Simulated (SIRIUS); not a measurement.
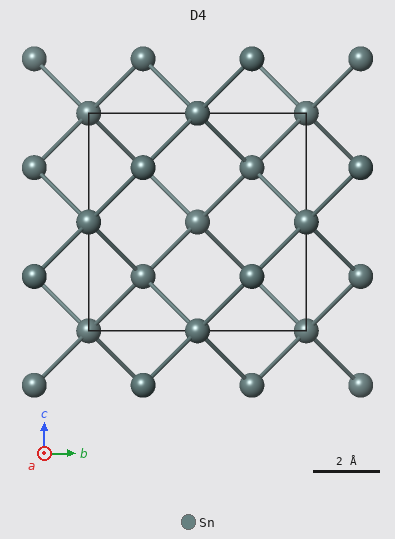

Crystalline Sn (set up in Fd-3m), relaxed (cell and atoms) with several dispersion corrections. The picture shows the result with D4. The picture is a ball-and-stick view of the conventional cell (4 times the calculation's cell), seen along the a axis. Lengths and directions refer to the drawn axes.

Computed with SIRIUS 7.10.0: PBE, dojo-sr-pbe-0.4.1-standard. (plane-wave cutoff 983 eV; k-point mesh 3 × 3 × 3; occupations fermi-dirac; smearing width 0.05 eV; optimiser BFGS; no spin polarisation)

```
dispersion correction  volume (Å³/atom)  a (Å)
                   D4            37.178  6.675
               D3(BJ)                 ?      ?
                   D3            38.003  6.724
                 none            38.715  6.766
```

Q: One row is withheld. What does the calculation give there?

A: With D3(BJ) the volume falls between D4 (37.178) and D3 (38.003). The calculation gives 37.365 Å³/atom (a = 6.686 Å). In order of volume: D4 < D3(BJ) < D3 < none; the spread is 4.1 %.

Each member starts from this one structure; whether another phase lies lower wasn't checked.
